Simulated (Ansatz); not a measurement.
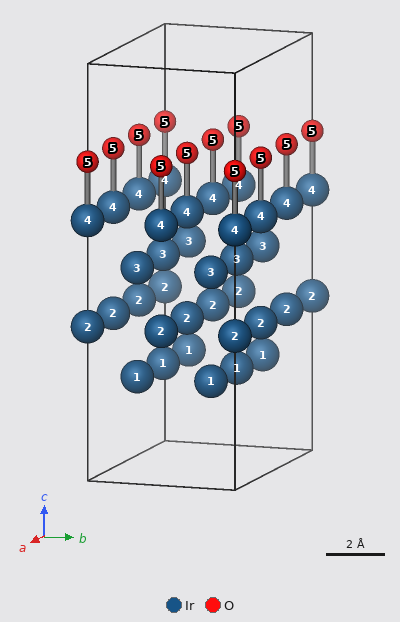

Figure 1. The structure as given in the input (ball-and-stick view of the 3 × 2 repeat of the cell, with the vacuum cut short, seen slightly off an axis; atoms are numbered from 1 in the order of the input). An atom can appear more than once, as a periodic image.

**Ir4O: geometry relaxation (part 1 of 2)**

System: Ir4O (slab, 5 atoms in the cell).
Method: DFT r2SCAN, scalar-relativistic, plane waves, PAW, no spin polarisation (Ansatz 0.2.0).

The structure derives from an entry of the Crystallography Open Database. The input holds or restrains some coordinates. Forces given for the steps count only the free coordinates. It belongs to a series of runs on one base structure; here: O put at a top Ir site. Figures and captions count atoms from 1; the log counts them from 0 in places.

### Output
```
Engine: ansatz 0.2.0, x86_64-unknown-linux-gnu
Pseudopotentials: kind: paw
Pseudopotential: Ir, paw, valence charge 17, recommended cutoff 500 eV (meta_gga), Ir.paw.azcp
Pseudopotential: O, paw, valence charge 6, recommended cutoff 500 eV (meta_gga), O.paw.azcp
Functional definition: r2SCAN
  parameter k0 = 0.174
  parameter k1 = 0.065
  parameter a1 = 4.9479
  exchange = r2scan_x(k0 = k0, k1 = k1, a1 = a1)
  correlation = r2scan_c
Crystal: 5 atoms, lattice volume = 183.000 Å³
Basis set: ecut = 500 eV, 4519 PW (Γ), exchange–correlation on 80×80×768 points (64 copies of the dense FFT grid, shifted against one another)
Bands: 45, of which v1, the nominal top of the filled ones, is band 37 counted from 1 (36 counted from 0)
Symmetry: 8 space group operations
Space group: P4mm (ITA 99), of the structure as read, at distance tolerance 5.7e-5 Å
k-points: 21 of 121
Non-local potential: Ir, projectors of the file, l = 0: 3, l = 1: 2, l = 2: 2, l = 3: 1
Non-local potential: O, projectors of the file, l = 0: 2, l = 1: 2, l = 2: 1
PAW form: soft (Blöchl's): semilocal exchange-correlation on the pseudo side does not see the compensation charge
PAW frozen core: Ir, regenerated for the run's functional (the file was generated under x = pbe(κ = 0.804, μ = 0.2195149727645171), c = pbe(β = 0.06672455060314922))
PAW frozen core: O, regenerated for the run's functional (the file was generated under x = pbe(κ = 0.804, μ = 0.2195149727645171), c = pbe(β = 0.06672455060314922))
PAW one-centre angular grid: Ir, 590 points (default); XC on 160 Gauss nodes
PAW one-centre angular grid: O, 302 points (default); XC on 160 Gauss nodes
Initial density: superposition of atomic densities (neutral atoms: chi_scale 0, normalization atom), corrected by the library's trained network
Initial wavefunctions: pseudopotential atomic-orbital guess
Functional: x = r2scan, c = r2scan; τ floored in thin density (d = 2e-4 eV/Å³)
SCF iter   1: F=—  HF=-48357.569645 eV  |F-HF|=—  |Δ(HF+E_count)|=         —  Δρ=3.03e-2  dr2=1.25e1  dr2_τ=2.21e-1  ethr=1.77e-3  p=-0.125 e·Å  D=-1.24e-1 V/Å  ΔV_dip=3.06 eV  dr2_dipole=4.39e0  V_vac-E_F(+/−)=8.72/5.66 eV  ⟨swp⟩=9.3  Hψ=4579  notcnv=0
efield: sawtooth ramp at fractional position 0.9799 (placed from the atoms, in the widest stretch of the axis that holds none; the zero of the levels goes with the place), width 0.0400; the density the first Hamiltonian is built on has a dipole p = -0.125 e·Å; the dipole correction subtracts the counter field D = -1.24e-1 V/Å, which shifts the + side's vacuum level by +3.06 eV against the − side's; the planar-averaged density in the ramp window peaks in size at 1.6e-5 e/Å³
preconditioner: auto → LDOS  [metal: Δε(μ)=0.026 eV  Ē_g=7.099 eV  σ=0.100 eV  W_gap=0.14  n_scr=30 (ndim 8)  ℏωp=17.8 eV  f_vac=0.573  D(μ)=4.75/eV (n_scr^D=16)  β→1.0]
SCF iter   2: F=—  HF=-48357.506370 eV  |F-HF|=—  |Δ(HF+E_count)|=   6.33e-2  Δρ=2.19e-2  dr2=5.79e0  dr2_τ=3.37e-1  ethr=1.77e-3  p=-0.152 e·Å  D=-1.50e-1 V/Å  ΔV_dip=3.72 eV  dr2_dipole=1.98e0  V_vac-E_F(+/−)=9.28/5.56 eV  ⟨swp⟩=2.2  Hψ=1232  notcnv=0  defer=38
SCF iter   3: F=—  HF=-48357.463481 eV  |F-HF|=—  |Δ(HF+E_count)|=   4.29e-2  Δρ=4.31e-3  dr2=2.64e-1  dr2_τ=3.76e-3  ethr=1.77e-3  p=-0.138 e·Å  D=-1.37e-1 V/Å  ΔV_dip=3.38 eV  dr2_dipole=1.04e-1  V_vac-E_F(+/−)=9.02/5.63 eV  ⟨swp⟩=2.0  Hψ=983  notcnv=0  defer=38
SCF iter   4: F=—  HF=-48357.461898 eV  |F-HF|=—  |Δ(HF+E_count)|=   1.58e-3  Δρ=5.17e-4  dr2=2.01e-3  dr2_τ=1.13e-4  ethr=3.57e-4  p=-0.140 e·Å  D=-1.39e-1 V/Å  ΔV_dip=3.44 eV  dr2_dipole=3.99e-4  V_vac-E_F(+/−)=9.07/5.63 eV  ⟨swp⟩=1.7  Hψ=1224  notcnv=0  defer=36
SCF iter   5: F=—  HF=-48357.460836 eV  |F-HF|=—  |Δ(HF+E_count)|=   1.06e-3  Δρ=2.84e-4  dr2=7.01e-4  dr2_τ=1.11e-5  ethr=2.72e-6  p=-0.140 e·Å  D=-1.38e-1 V/Å  ΔV_dip=3.43 eV  dr2_dipole=2.55e-4  V_vac-E_F(+/−)=9.08/5.65 eV  ⟨swp⟩=2.7  Hψ=1588  notcnv=0  defer=36
SCF iter   6: F=—  HF=-48357.460867 eV  |F-HF|=—  |Δ(HF+E_count)|=   3.06e-5  Δρ=1.48e-4  dr2=1.53e-4  dr2_τ=2.84e-6  ethr=9.47e-7  p=-0.140 e·Å  D=-1.38e-1 V/Å  ΔV_dip=3.42 eV  dr2_dipole=3.94e-5  V_vac-E_F(+/−)=9.07/5.65 eV  ⟨swp⟩=1.2  Hψ=953  notcnv=0  defer=36
SCF iter   7: F=-48357.460861 eV  HF=-48357.460872 eV  |F-HF|=1.10e-5  |Δ(HF+E_count)|=   5.44e-6  Δρ=4.46e-5  dr2=1.00e-5  dr2_τ=1.52e-7  ethr=3.04e-8  p=-0.140 e·Å  D=-1.38e-1 V/Å  ΔV_dip=3.42 eV  dr2_dipole=3.10e-6  V_vac-E_F(+/−)=9.07/5.65 eV  ⟨swp⟩=22.6  Hψ=10669  notcnv=0
SCF 1 converged in 7 iterations: F = -48357.460861 eV  dr2 = 1.00e-5
  greatest PAW one-centre occupation: 1.001 electrons in one spin orbital (limit 2), on the Ir atom at site 0 (counted from 0), in its partial waves of l = 1
relax step   1: F+E_penalty+E_count = -48357.46086139 eV  Δ(F+E_penalty+E_count) = +0.000e0 eV  max|allowed force component| = 5.911e0 eV/Å  Δτ_max = 0.0000 Å  (7 SCF iters, dr2 threshold 2.25e-5 eV, accepted)
Initial density: handed on by an earlier stage of this run
Initial wavefunctions: those handed on with the density
SCF iter   1: F=—  HF=-48358.121187 eV  |F-HF|=—  |Δ(HF+E_count)|=         —  Δρ=2.47e-2  dr2=7.38e0  dr2_τ=7.32e0  ethr=3.10e-3  p=-0.140 e·Å  D=-1.38e-1 V/Å  ΔV_dip=3.42 eV  dr2_dipole=2.51e0  V_vac-E_F(+/−)=8.93/5.51 eV  ⟨swp⟩=5.2  Hψ=3213  notcnv=0  defer=5
efield: sawtooth ramp at fractional position 0.9799 (handed on by an earlier solve), width 0.0400; the density the first Hamiltonian is built on has a dipole p = -0.140 e·Å; the dipole correction subtracts the counter field D = -1.38e-1 V/Å, which shifts the + side's vacuum level by +3.42 eV against the − side's; the planar-averaged density in the ramp window peaks in size at 7.1e-6 e/Å³
preconditioner: auto → LDOS  [metal: Δε(μ)=0.047 eV  Ē_g=7.495 eV  σ=0.100 eV  W_gap=0.25  n_scr=30 (ndim 8)  ℏωp=17.8 eV  f_vac=0.579  D(μ)=6.76/eV (n_scr^D=56)  β→1.0]
SCF iter   2: F=—  HF=-48358.931959 eV  |F-HF|=—  |Δ(HF+E_count)|=   8.11e-1  Δρ=1.18e-2  dr2=2.15e-1  dr2_τ=1.07e-1  ethr=3.10e-3  p=-0.094 e·Å  D=-9.26e-2 V/Å  ΔV_dip=2.29 eV  dr2_dipole=1.04e-5  V_vac-E_F(+/−)=7.96/5.67 eV  ⟨swp⟩=3.0  Hψ=1737  notcnv=0  defer=37
SCF iter   3: F=—  HF=-48358.919133 eV  |F-HF|=—  |Δ(HF+E_count)|=   1.28e-2  Δρ=5.29e-3  dr2=1.08e-1  dr2_τ=1.31e-2  ethr=2.90e-4  p=-0.094 e·Å  D=-9.29e-2 V/Å  ΔV_dip=2.30 eV  dr2_dipole=5.84e-3  V_vac-E_F(+/−)=7.95/5.65 eV  ⟨swp⟩=3.0  Hψ=1996  notcnv=0  defer=39
SCF iter   4: F=—  HF=-48358.893957 eV  |F-HF|=—  |Δ(HF+E_count)|=   2.52e-2  Δρ=1.62e-3  dr2=7.55e-3  dr2_τ=3.58e-4  ethr=1.46e-4  p=-0.094 e·Å  D=-9.26e-2 V/Å  ΔV_dip=2.29 eV  dr2_dipole=7.27e-4  V_vac-E_F(+/−)=7.95/5.66 eV  ⟨swp⟩=2.8  Hψ=1928  notcnv=0  defer=39
SCF iter   5: F=—  HF=-48358.893862 eV  |F-HF|=—  |Δ(HF+E_count)|=   9.50e-5  Δρ=5.63e-4  dr2=8.90e-4  dr2_τ=1.17e-4  ethr=1.02e-5  p=-0.093 e·Å  D=-9.20e-2 V/Å  ΔV_dip=2.28 eV  dr2_dipole=6.88e-5  V_vac-E_F(+/−)=7.94/5.66 eV  ⟨swp⟩=2.3  Hψ=1474  notcnv=0  defer=38
SCF iter   6: F=—  HF=-48358.893973 eV  |F-HF|=—  |Δ(HF+E_count)|=   1.11e-4  Δρ=1.91e-4  dr2=7.89e-5  dr2_τ=1.31e-5  ethr=1.20e-6  p=-0.093 e·Å  D=-9.17e-2 V/Å  ΔV_dip=2.27 eV  dr2_dipole=3.95e-7  V_vac-E_F(+/−)=7.93/5.66 eV  ⟨swp⟩=2.5  Hψ=1477  notcnv=0  defer=38
SCF iter   7: F=-48358.893967 eV  HF=-48358.893971 eV  |F-HF|=4.43e-6  |Δ(HF+E_count)|=   1.54e-6  Δρ=6.48e-5  dr2=1.13e-5  dr2_τ=8.69e-7  ethr=1.07e-7  p=-0.093 e·Å  D=-9.16e-2 V/Å  ΔV_dip=2.27 eV  dr2_dipole=1.71e-7  V_vac-E_F(+/−)=7.93/5.66 eV  ⟨swp⟩=23.6  Hψ=11530  notcnv=0
SCF 2 converged in 7 iterations: F = -48358.893967 eV  dr2 = 1.13e-5
relax step   2: F+E_penalty+E_count = -48358.89396688 eV  Δ(F+E_penalty+E_count) = -1.433e0 eV  max|allowed force component| = 3.206e-1 eV/Å  Δτ_max = 0.1955 Å  (7 SCF iters, dr2 threshold 1.00e-4 eV, accepted)
iter 1 solved again at ethr=4.62e-4 eV; its pass at ethr=3.10e-3 eV (dr2=3.42e-1 eV) is discarded
SCF iter   1: F=—  HF=-48357.793154 eV  |F-HF|=—  |Δ(HF+E_count)|=         —  Δρ=1.34e-2  dr2=3.45e-1  dr2_τ=5.25e0  ethr=4.62e-4  p=-0.093 e·Å  D=-9.16e-2 V/Å  ΔV_dip=2.27 eV  dr2_dipole=3.11e-4  V_vac-E_F(+/−)=7.92/5.65 eV  ⟨swp⟩=2.0  Hψ=3909  notcnv=0  defer=23
efield: sawtooth ramp at fractional position 0.9799 (handed on by an earlier solve), width 0.0400; the density the first Hamiltonian is built on has a dipole p = -0.093 e·Å; the dipole correction subtracts the counter field D = -9.16e-2 V/Å, which shifts the + side's vacuum level by +2.27 eV against the − side's; the planar-averaged density in the ramp window peaks in size at 1.4e-5 e/Å³
preconditioner: auto → LDOS  [metal: Δε(μ)=0.074 eV  Ē_g=7.637 eV  σ=0.100 eV  W_gap=0.40  n_scr=30 (ndim 8)  ℏωp=17.8 eV  f_vac=0.587  D(μ)=5.43/eV (n_scr^D=22)  β→1.0]
SCF iter   2: F=—  HF=-48358.887342 eV  |F-HF|=—  |Δ(HF+E_count)|=    1.09e0  Δρ=6.60e-3  dr2=1.36e-1  dr2_τ=2.17e-2  ethr=4.62e-4  p=-0.086 e·Å  D=-8.50e-2 V/Å  ΔV_dip=2.11 eV  dr2_dipole=1.86e-3  V_vac-E_F(+/−)=7.74/5.64 eV  ⟨swp⟩=2.5  Hψ=1841  notcnv=0  defer=23
SCF iter   3: F=—  HF=-48358.875824 eV  |F-HF|=—  |Δ(HF+E_count)|=   1.15e-2  Δρ=1.86e-3  dr2=1.87e-2  dr2_τ=1.27e-3  ethr=1.83e-4  p=-0.088 e·Å  D=-8.71e-2 V/Å  ΔV_dip=2.16 eV  dr2_dipole=1.04e-3  V_vac-E_F(+/−)=7.80/5.64 eV  ⟨swp⟩=2.1  Hψ=1542  notcnv=0  defer=23
SCF iter   4: F=—  HF=-48358.874977 eV  |F-HF|=—  |Δ(HF+E_count)|=   8.46e-4  Δρ=1.07e-3  dr2=4.10e-3  dr2_τ=1.72e-4  ethr=2.53e-5  p=-0.089 e·Å  D=-8.82e-2 V/Å  ΔV_dip=2.18 eV  dr2_dipole=2.57e-4  V_vac-E_F(+/−)=7.82/5.63 eV  ⟨swp⟩=3.0  Hψ=1586  notcnv=0  defer=24
SCF iter   5: F=—  HF=-48358.874454 eV  |F-HF|=—  |Δ(HF+E_count)|=   5.23e-4  Δρ=3.64e-4  dr2=6.50e-4  dr2_τ=3.31e-5  ethr=5.54e-6  p=-0.090 e·Å  D=-8.93e-2 V/Å  ΔV_dip=2.21 eV  dr2_dipole=8.08e-6  V_vac-E_F(+/−)=7.84/5.62 eV  ⟨swp⟩=2.1  Hψ=1391  notcnv=0  defer=36
SCF iter   6: F=—  HF=-48358.874426 eV  |F-HF|=—  |Δ(HF+E_count)|=   2.84e-5  Δρ=1.05e-4  dr2=7.15e-5  dr2_τ=4.87e-6  ethr=8.78e-7  p=-0.091 e·Å  D=-8.97e-2 V/Å  ΔV_dip=2.22 eV  dr2_dipole=1.50e-5  V_vac-E_F(+/−)=7.85/5.63 eV  ⟨swp⟩=2.2  Hψ=1417  notcnv=0  defer=36
SCF iter   7: F=-48358.874437 eV  HF=-48358.874437 eV  |F-HF|=1.53e-7  |Δ(HF+E_count)|=   1.08e-5  Δρ=2.80e-5  dr2=1.73e-6  dr2_τ=3.41e-7  ethr=8.68e-9  p=-0.091 e·Å  D=-8.98e-2 V/Å  ΔV_dip=2.22 eV  dr2_dipole=4.46e-7  V_vac-E_F(+/−)=7.85/5.62 eV  ⟨swp⟩=21.2  Hψ=10659  notcnv=0
SCF 3 converged in 7 iterations: F = -48358.874437 eV  dr2 = 1.73e-6
relax step   3: F+E_penalty+E_count = -48358.87443693 eV  Δ(F+E_penalty+E_count) = +1.953e-2 eV  max|allowed force component| = 4.878e-1 eV/Å  Δτ_max = 0.1318 Å  (7 SCF iters, dr2 threshold 6.42e-6 eV, rejected (line search))
SCF iter   1: F=—  HF=-48358.535108 eV  |F-HF|=—  |Δ(HF+E_count)|=         —  Δρ=8.26e-3  dr2=1.04e-1  dr2_τ=2.17e0  ethr=1.98e-3  p=-0.091 e·Å  D=-8.98e-2 V/Å  ΔV_dip=2.22 eV  dr2_dipole=1.90e-2  V_vac-E_F(+/−)=7.83/5.61 eV  ⟨swp⟩=4.4  Hψ=2266  notcnv=0  defer=31
efield: sawtooth ramp at fractional position 0.9799 (handed on by an earlier solve), width 0.0400; the density the first Hamiltonian is built on has a dipole p = -0.091 e·Å; the dipole correction subtracts the counter field D = -8.98e-2 V/Å, which shifts the + side's vacuum level by +2.22 eV against the − side's; the planar-averaged density in the ramp window peaks in size at 1.1e-5 e/Å³
preconditioner: auto → LDOS  [metal: Δε(μ)=0.064 eV  Ē_g=7.533 eV  σ=0.100 eV  W_gap=0.33  n_scr=30 (ndim 8)  ℏωp=17.8 eV  f_vac=0.583  D(μ)=5.04/eV (n_scr^D=16)  β→1.0]
SCF iter   2: F=—  HF=-48358.912391 eV  |F-HF|=—  |Δ(HF+E_count)|=   3.77e-1  Δρ=4.55e-3  dr2=1.06e-1  dr2_τ=7.09e-3  ethr=1.41e-4  p=-0.095 e·Å  D=-9.36e-2 V/Å  ΔV_dip=2.32 eV  dr2_dipole=2.31e-2  V_vac-E_F(+/−)=7.98/5.67 eV  ⟨swp⟩=3.0  Hψ=2413  notcnv=0  defer=37
SCF iter   3: F=—  HF=-48358.903216 eV  |F-HF|=—  |Δ(HF+E_count)|=   9.17e-3  Δρ=1.19e-3  dr2=1.22e-2  dr2_τ=2.41e-4  ethr=1.41e-4  p=-0.093 e·Å  D=-9.22e-2 V/Å  ΔV_dip=2.28 eV  dr2_dipole=2.87e-3  V_vac-E_F(+/−)=7.93/5.65 eV  ⟨swp⟩=2.0  Hψ=1250  notcnv=0  defer=37
SCF iter   4: F=—  HF=-48358.903826 eV  |F-HF|=—  |Δ(HF+E_count)|=   6.09e-4  Δρ=7.92e-4  dr2=4.72e-3  dr2_τ=1.26e-4  ethr=1.65e-5  p=-0.093 e·Å  D=-9.16e-2 V/Å  ΔV_dip=2.27 eV  dr2_dipole=6.20e-4  V_vac-E_F(+/−)=7.91/5.64 eV  ⟨swp⟩=2.7  Hψ=1563  notcnv=0  defer=37
SCF iter   5: F=—  HF=-48358.903295 eV  |F-HF|=—  |Δ(HF+E_count)|=   5.30e-4  Δρ=2.09e-4  dr2=2.54e-4  dr2_τ=1.90e-5  ethr=6.38e-6  p=-0.092 e·Å  D=-9.10e-2 V/Å  ΔV_dip=2.25 eV  dr2_dipole=1.56e-5  V_vac-E_F(+/−)=7.90/5.65 eV  ⟨swp⟩=2.2  Hψ=1359  notcnv=0  defer=37
SCF iter   6: F=—  HF=-48358.903256 eV  |F-HF|=—  |Δ(HF+E_count)|=   3.97e-5  Δρ=5.98e-5  dr2=8.89e-6  dr2_τ=1.67e-6  ethr=3.44e-7  p=-0.092 e·Å  D=-9.10e-2 V/Å  ΔV_dip=2.25 eV  dr2_dipole=1.37e-6  V_vac-E_F(+/−)=7.90/5.64 eV  ⟨swp⟩=2.5  Hψ=1576  notcnv=0  defer=37
SCF iter   7: F=—  HF=-48358.903231 eV  |F-HF|=—  |Δ(HF+E_count)|=   2.49e-5  Δρ=1.97e-5  dr2=1.68e-6  dr2_τ=1.06e-7  ethr=1.20e-8  p=-0.092 e·Å  D=-9.09e-2 V/Å  ΔV_dip=2.25 eV  dr2_dipole=8.10e-8  V_vac-E_F(+/−)=7.90/5.64 eV  ⟨swp⟩=3.0  Hψ=1646  notcnv=0  defer=37
SCF iter   8: F=—  HF=-48358.903231 eV  |F-HF|=—  |Δ(HF+E_count)|=   2.77e-7  Δρ=6.64e-6  dr2=2.51e-7  dr2_τ=9.99e-9  ethr=2.27e-9  p=-0.092 e·Å  D=-9.09e-2 V/Å  ΔV_dip=2.25 eV  dr2_dipole=9.73e-8  V_vac-E_F(+/−)=7.90/5.65 eV  ⟨swp⟩=2.2  Hψ=1359  notcnv=0  defer=37
SCF iter   9: F=-48358.903231 eV  HF=-48358.903231 eV  |F-HF|=4.71e-9  |Δ(HF+E_count)|=   5.18e-8  Δρ=1.97e-6  dr2=1.48e-8  dr2_τ=7.72e-10  ethr=1.35e-10  p=-0.092 e·Å  D=-9.09e-2 V/Å  ΔV_dip=2.25 eV  dr2_dipole=5.86e-9  V_vac-E_F(+/−)=7.90/5.65 eV  ⟨swp⟩=20.1  Hψ=8462  notcnv=0
SCF 4 converged in 9 iterations: F = -48358.903231 eV  dr2 = 1.48e-8
relax step   4: F+E_penalty+E_count = -48358.90323107 eV  Δ(F+E_penalty+E_count) = -9.264e-3 eV  max|allowed force component| = 4.951e-3 eV/Å  Δτ_max = 0.0439 Å  (9 SCF iters, accepted)
iter 1 solved again at ethr=2.02e-11 eV; its pass at ethr=3.10e-3 eV (dr2=1.49e-8 eV) is discarded
SCF iter   1: F=—  HF=-48358.903231 eV  |F-HF|=—  |Δ(HF+E_count)|=         —  Δρ=1.97e-6  dr2=1.48e-8  dr2_τ=7.72e-10  ethr=2.02e-11  p=-0.092 e·Å  D=-9.09e-2 V/Å  ΔV_dip=2.25 eV  dr2_dipole=5.86e-9  V_vac-E_F(+/−)=7.90/5.65 eV  ⟨swp⟩=1.0  Hψ=2985  notcnv=0
efield: sawtooth ramp at fractional position 0.9799 (kept from the solve that this one continues, or follows in the run), width 0.0400; the density the first Hamiltonian is built on has a dipole p = -0.092 e·Å; the dipole correction subtracts the counter field D = -9.09e-2 V/Å, which shifts the + side's vacuum level by +2.25 eV against the − side's; the planar-averaged density in the ramp window peaks in size at 1.1e-5 e/Å³
preconditioner: auto → LDOS  [metal: Δε(μ)=0.064 eV  Ē_g=7.542 eV  σ=0.100 eV  W_gap=0.34  n_scr=30 (ndim 8)  ℏωp=17.8 eV  f_vac=0.583  D(μ)=5.08/eV (n_scr^D=16)  β→1.0]
SCF iter   2: F=-48358.903231 eV  HF=-48358.903231 eV  |F-HF|=7.79e-10  |Δ(HF+E_count)|=   1.87e-8  Δρ=8.48e-7  dr2=3.31e-9  dr2_τ=2.77e-10  ethr=2.00e-11  p=-0.092 e·Å  D=-9.09e-2 V/Å  ΔV_dip=2.25 eV  dr2_dipole=1.79e-10  V_vac-E_F(+/−)=7.90/5.65 eV  ⟨swp⟩=12.1  Hψ=6987  notcnv=0
SCF 5 converged in 2 iterations: F = -48358.903231 eV  dr2 = 3.31e-9
```

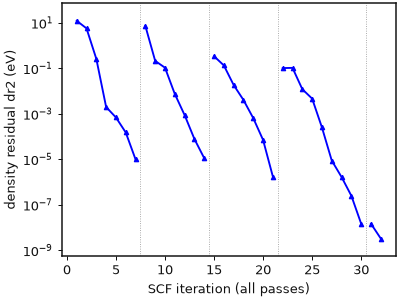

Figure 2. Convergence of the self-consistent field: density residual dr2 against the SCF iteration. Dotted lines part the SCF passes that the log prints in full.
